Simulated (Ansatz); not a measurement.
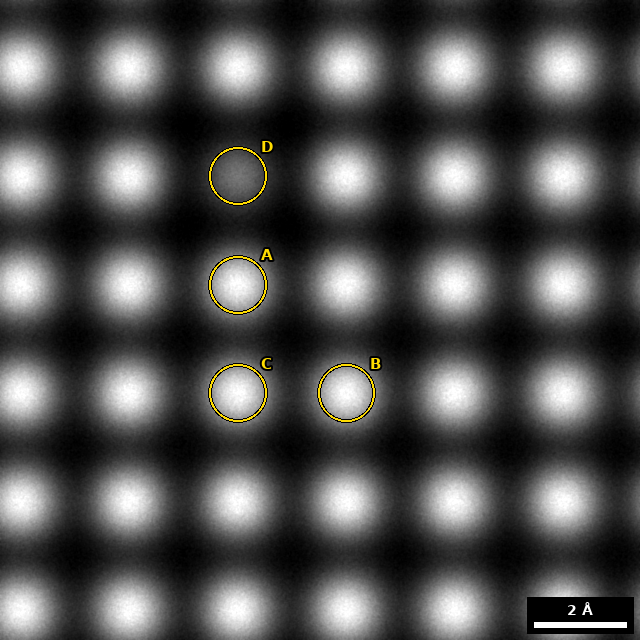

Dark-field STEM-like image of Hg (Fm-3m, No. 225) along [001]. Simulated incoherent Z contrast: every atom adds Z^1.8 spread by a probe of 1.29 Å full width; channelling and multiple scattering are left out. The probe carries 25 % of its weight in a tail 2.5 times as wide. Shot noise was added.

The sample is 2 repeats (9.5 Å) thick. One point defect was put into the perfect crystal, without relaxing the atoms around it. Brightness is counted from the darkest point of the image. Host structure: the end point of a relaxation with Ansatz, DFT, r2SCAN, plane waves (500 eV) with PAW, scalar-relativistic; the starting structure was generated, so it need not be a known form of this composition.

Which ringed column holds the defect, and does it scatter more or less than its equals?

Answer. D; it scatters less. The column holds 2 atoms (Hg) through the sample, and one Hg atom is missing, so its peak drops to about 45 % of that of its equals.
